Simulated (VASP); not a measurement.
## Born-charge calculation of ZnSe (part 1 of 2)

System: ZnSe (2 atoms in the cell).
Method: Kohn-Sham DFT of a periodic cell, PBE, VASP PAW PBE potentials, recommended, no spin polarisation (VASP 6.6.1).

The structure derives from an entry of the Crystallography Open Database.

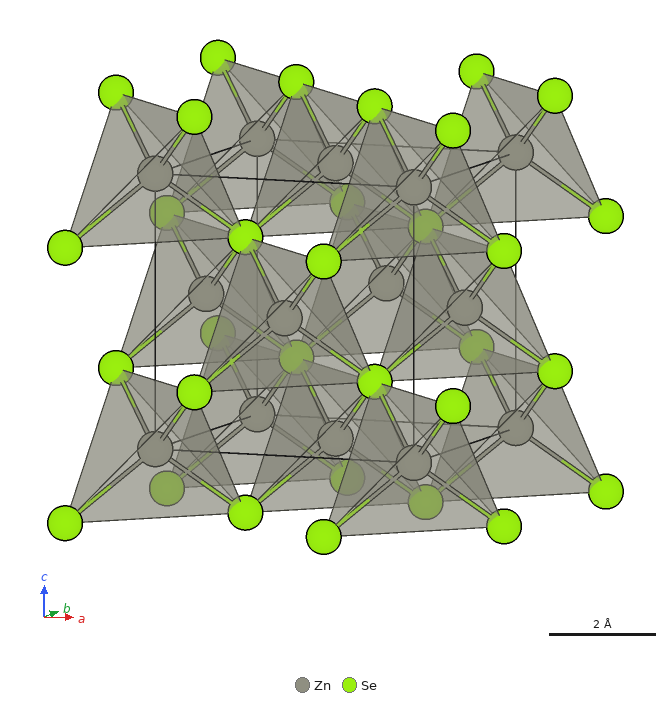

Figure 1. The structure (polyhedral view of the cell 4 times as large as that of the calculation, set on its symmetry axes, seen slightly off an axis; polyhedra are completed across the faces of the cell). An atom can appear more than once, as a periodic image.

INCAR:
```
SYSTEM = ZnSe
PREC = Accurate
ENCUT = 200
EDIFF = 1E-8
ISMEAR = 0
SIGMA = 0.02
LREAL = .False.
LASPH = .True.
NELM = 80
ALGO = Normal
ISIF = 2
LWAVE = .False.
LCHARG = .False.
GGA = PE
LEPSILON = .True.
IBRION = 8
NSW = 1
```

KPOINTS:
```
Automatic mesh
0
Gamma
  10 10 10
  0 0 0
```

POSCAR:
```
ZnSe                                    
1.0
    0.0000000000      2.6378506848      2.6378506848
    2.6378506848      0.0000000000      2.6378506848
    2.6378506848      2.6378506848     -0.0000000000
  Zn              Se            
     1     1
Direct
     1.0000000000000000    1.0000000000000000    0.0000000000000000
     0.2500000000000000    0.2500000000000000    0.2500000000000000
```

Run as:
```bash
cat potpaw_PBE.64/Zn/POTCAR potpaw_PBE.64/Se/POTCAR > POTCAR
mpirun -np 1 vasp_std > vasp.out
```

OSZICAR:
```
N       E                     dE             d eps       ncg     rms          rms(c)
DAV:   1     0.492601616507E+02    0.49260E+02   -0.54802E+03  1238   0.764E+02
DAV:   2    -0.378149917018E+01   -0.53042E+02   -0.51458E+02  1467   0.176E+02
DAV:   3    -0.539895305122E+01   -0.16175E+01   -0.16157E+01  1362   0.337E+01
DAV:   4    -0.540440886081E+01   -0.54558E-02   -0.54556E-02  1422   0.203E+00
DAV:   5    -0.540442506231E+01   -0.16202E-04   -0.16201E-04  1357   0.102E-01    0.692E+00
DAV:   6    -0.490982860182E+01    0.49460E+00   -0.17144E+00  1437   0.396E+01    0.437E+00
DAV:   7    -0.491028889178E+01   -0.46029E-03   -0.34175E-01  1272   0.403E+00    0.232E+00
DAV:   8    -0.491000294256E+01    0.28595E-03   -0.80587E-03  1472   0.139E+00    0.636E-01
DAV:   9    -0.491031370442E+01   -0.31076E-03   -0.19425E-03  1267   0.912E-01    0.694E-02
DAV:  10    -0.491036330845E+01   -0.49604E-04   -0.25564E-04  1387   0.189E-01    0.320E-02
[... 117 further cycles ...]
RMM:   2    -0.802196897520E-01    0.47662E-03   -0.34736E-03  7357   0.444E-01    0.141E-01
RMM:   3    -0.805674408324E-01   -0.34775E-03   -0.75156E-05  7575   0.601E-02    0.806E-02
RMM:   4    -0.811832736290E-01   -0.61583E-03   -0.44398E-05  7550   0.449E-02    0.881E-03
RMM:   5    -0.811983291371E-01   -0.15056E-04   -0.20242E-07  7823   0.901E-03    0.423E-03
RMM:   6    -0.811868954483E-01    0.11434E-04    0.85192E-08  7772   0.126E-03    0.204E-03
RMM:   7    -0.811856075673E-01    0.12879E-05   -0.74034E-08  7659   0.789E-04    0.116E-04
RMM:   8    -0.811868796424E-01   -0.12721E-05   -0.80962E-09  8079   0.181E-04    0.611E-05
RMM:   9    -0.811865544170E-01    0.32523E-06    0.28603E-09  7778   0.658E-05    0.387E-06
RMM:  10    -0.811866003183E-01   -0.45901E-07   -0.57416E-10  8134   0.115E-05    0.363E-06
RMM:  11    -0.811866066288E-01   -0.63106E-08    0.11796E-10  7984   0.775E-06    0.552E-07
 Linear response finished
```

Parts of OUTCAR:
```
SYSTEM = ZnSe
   PREC = Accurate
   ENCUT = 200
   EDIFF = 1E-8
   ISMEAR = 0
   LREAL = .False.
   LASPH = .True.
   NELM = 80
   ISIF = 2
   GGA = PE
   LEPSILON = .True.
   IBRION = 8
   NSW = 1

 ion  position               nearest neighbor table
   1  0.000  0.000  0.000-   2 2.28   2 2.28   2 2.28   2 2.28
   2  0.250  0.250  0.250-   1 2.28   1 2.28   1 2.28   1 2.28

  LATTYP: Found a face centered cubic cell.
 ALAT       =     5.2757013696

  Lattice vectors:

 A1 = (   0.0000000000,   2.6378506848,   2.6378506848)
 A2 = (   2.6378506848,   0.0000000000,   2.6378506848)
 A3 = (   2.6378506848,   2.6378506848,   0.0000000000)

Analysis of symmetry for initial positions (statically):
=====================================================================
 Subroutine PRICEL returns:
 Original cell was already a primitive cell.

 Routine SETGRP: Setting up the symmetry group for a
 face centered cubic supercell.

 Subroutine GETGRP returns: Found 24 space group operations
 (whereof 24 operations were pure point group operations)
 out of a pool of 48 trial point group operations.

The static configuration has the point symmetry T_d .

Analysis of symmetry for dynamics (positions and initial velocities):
=====================================================================
 Subroutine PRICEL returns:
 Original cell was already a primitive cell.

 Routine SETGRP: Setting up the symmetry group for a
 face centered cubic supercell.

 Subroutine GETGRP returns: Found 24 space group operations
 (whereof 24 operations were pure point group operations)
 out of a pool of 48 trial point group operations.

The dynamic configuration has the point symmetry T_d .

 Subroutine INISYM returns: Found 24 space group operations
 (whereof 24 operations are pure point group operations),
 and found     1 'primitive' translations

----------------------------------------------------------------------------------------

                                     Primitive cell

  volume of cell :      36.7097

  direct lattice vectors                    reciprocal lattice vectors
     0.000000000  2.637850685  2.637850685    -0.189548257  0.189548257  0.189548257
     2.637850685  0.000000000  2.637850685     0.189548257 -0.189548257  0.189548257
     2.637850685  2.637850685  0.000000000     0.189548257  0.189548257 -0.189548257

  length of vectors
     3.730484214  3.730484214  3.730484214     0.328307212  0.328307212  0.328307212

  position of ions in fractional coordinates (direct lattice)
     0.000000000  0.000000000  0.000000000
     0.250000000  0.250000000  0.250000000

  ion indices of the primitive-cell ions
   primitive index   ion index
                 1           1
                 2           2

----------------------------------------------------------------------------------------

 KPOINTS: Automatic mesh

Automatic generation of k-mesh.
 Grid dimensions read from file:
 generate k-points for:   10   10   10

 Generating k-lattice:

  Cartesian coordinates                     Fractional coordinates (reciprocal lattice)
    -0.018954826  0.018954826  0.018954826     0.100000000  0.000000000  0.000000000
     0.018954826 -0.018954826  0.018954826     0.000000000  0.100000000  0.000000000
     0.018954826  0.018954826 -0.018954826     0.000000000  0.000000000  0.100000000

  Length of vectors
     0.032830721  0.032830721  0.032830721

  Shift w.r.t. Gamma in fractional coordinates (k-lattice)
     0.000000000  0.000000000  0.000000000

 Subroutine IBZKPT returns following result:
 ===========================================

 Found     47 irreducible k-points:

 Following reciprocal coordinates:
            Coordinates               Weight
  0.000000  0.000000  0.000000      1.000000
  0.100000  0.000000  0.000000      8.000000
  0.200000  0.000000  0.000000      8.000000
  0.300000  0.000000  0.000000      8.000000
  0.400000  0.000000  0.000000      8.000000
  0.500000  0.000000  0.000000      4.000000
  0.100000  0.100000  0.000000      6.000000
  0.200000  0.100000  0.000000     24.000000
  0.300000  0.100000  0.000000     24.000000
  0.400000  0.100000  0.000000     24.000000
  0.500000  0.100000  0.000000     24.000000
 -0.400000  0.100000  0.000000     24.000000
 -0.300000  0.100000  0.000000     24.000000
 -0.200000  0.100000  0.000000     24.000000
 -0.100000  0.100000  0.000000     12.000000
  0.200000  0.200000  0.000000      6.000000
  0.300000  0.200000  0.000000     24.000000
  0.400000  0.200000  0.000000     24.000000
  0.500000  0.200000  0.000000     24.000000
 -0.400000  0.200000  0.000000     24.000000
 -0.300000  0.200000  0.000000     24.000000
 -0.200000  0.200000  0.000000     12.000000
  0.300000  0.300000  0.000000      6.000000
  0.400000  0.300000  0.000000     24.000000
 [... further k-points ...]
   k-points           NKPTS =     47   k-points in BZ     NKDIM =     47   number of bands    NBANDS=     13
   number of dos      NEDOS =    301   number of ions     NIONS =      2
   total plane-waves  NPLWV =   5832
   dimension x,y,z NGX =    18 NGY =   18 NGZ =   18
   dimension x,y,z NGXF=    36 NGYF=   36 NGZF=   36
   ions per type =               1   1
   NGX,Y,Z   is equivalent  to a cutoff of   8.02,  8.02,  8.02 a.u.
   NGXF,Y,Z  is equivalent  to a cutoff of  16.04, 16.04, 16.04 a.u.
 SYSTEM =  ZnSe
   PREC   = accura    normal or accurate (medium, high low for compatibility)
   ISTART =      0    job   : 0-new  1-cont  2-samecut
   ICHARG =      2    charge: 1-file 2-atom 10-const
   ISPIN  =      1    spin polarized calculation?
   LNONCOLLINEAR =      F non collinear calculations
   LSORBIT =      F    spin-orbit coupling
   LASPH  =      T    aspherical Exc in radial PAW
   ENCUT  =  200.0 eV  14.70 Ry    3.83 a.u.   4.30  4.30  4.30*2*pi/ulx,y,z
   NELM   =     80;   NELMIN=  2; NELMDL= -5     # of ELM steps
   EDIFF  = 0.1E-07   stopping-criterion for ELM
   LREAL  =      F    real-space projection
   EDIFFG = 0.1E-06   stopping-criterion for IOM
   NSW    =      1    number of steps for IOM
   IBRION =      8    ionic relax: 0-MD 1-quasi-New 2-CG
   NFREE  =      0    steps in history (QN), initial steepest desc. (CG)
   ISIF   =      2    stress and relaxation
   ISYM   =      2    0-nonsym 1-usesym 2-fastsym
   POTIM  = 0.5000    time-step for ionic-motion
   TEBEG  =    0.0;   TEEND  =   0.0 temperature during run
   PSTRESS=    0.0 pullay stress
   NELECT =      18.0000    total number of electrons
   NUPDOWN=      -1.0000    fix difference up-down
   EMIN   =  10.00;   EMAX   =-10.00  energy-range for DOS
   EFERMI =   0.00;   METHOD = LEGACY
   ISMEAR =     0;   SIGMA  =   0.02  broadening in eV -4-tet -1-fermi 0-gaus
   EFERMI_NEDOS =   21; number of points for ismear=-14 and -15
   IALGO  =     38    algorithm
   IMIX   =      4    mixing-type and parameters
     AMIX     =   0.40;   BMIX     =  1.00
     AMIX_MAG =   1.60;   BMIX_MAG =  1.00
  volume/ion in A,a.u.               =      18.35       123.86
  Fermi-wavevector in a.u.,A,eV,Ry     =   1.290938  2.439520 22.674401  1.666521
  Thomas-Fermi vector in A             =   2.422739
   LORBIT       =      0    0 simple, 1 ext, 2 COOP (PROOUT), +10 PAW based schemes
   GGA     = PE    functional components
   LHFCALC =     F    Hartree Fock is set to
   AEXX    =    0.0000 exact exchange contribution
   IVDW    =     0    specifies the selected vdW correction
   LEPSILON=     T    determine dielectric tensor
   LRPA    =     F    only Hartree local field effects (RPA)
 non-spin polarized calculation
 Gauss-broadening in eV      SIGMA  =   0.02
  energy-cutoff  :      200.00
  volume of cell :       36.71
 maximum number of plane-waves:       259
 NGX is ok and might be reduce to    18
   NGX =  9   NGY =  9   NGZ =  9

--------------------------------------- Ionic step        1  -------------------------------------------

 number of electron      18.0000163 magnetization

 E-fermi :   3.7884     XC(G=0): -10.3297     alpha+bet : -8.9330

 val. band max:        3.6180970230   @ k =   0.0000   0.0000   0.0000
 cond. band min:       5.9306124291   @ k =   0.0000   0.0000   0.0000
 fundamental gap:      2.3125154062
 Fermi energy:         3.7883653315

 k-point     1 :       0.0000    0.0000    0.0000
  band No.  band energies     occupation
      1     -11.1866      2.00000
      2      -4.4791      2.00000
      3      -4.4791      2.00000
      4      -4.4791      2.00000
      5      -3.9282      2.00000
      6      -3.9282      2.00000
      7       3.6181      2.00000
      8       3.6181      2.00000
      9       3.6181      2.00000
     10       5.9306      0.00000
     11       9.3592      0.00000
     12       9.3592      0.00000
     13       9.3593      0.00000

 k-point     2 :       0.1000    0.0000    0.0000
  band No.  band energies     occupation
      1     -11.0923      2.00000
      2      -4.4493      2.00000
      3      -4.4462      2.00000
      4      -4.4462      2.00000
      5      -3.8952      2.00000
      6      -3.8952      2.00000
      7       2.5528      2.00000
      8       3.4804      2.00000
      9       3.4804      2.00000
     10       6.6373      0.00000
     11       9.4224      0.00000
     12       9.5899      0.00000
     13       9.5900      0.00000

 k-point     3 :       0.2000    0.0000    0.0000
  band No.  band energies     occupation
      1     -10.8292      2.00000
      2      -4.4012      2.00000
      3      -4.3980      2.00000
      4      -4.3980      2.00000
      5      -3.8961      2.00000
      6      -3.8961      2.00000
      7       0.8065      2.00000
      8       3.1441      2.00000
      9       3.1441      2.00000
     10       7.0243      0.00000
     11      10.0265      0.00000
     12      10.0266      0.00000
     13      10.2603      0.00000
```
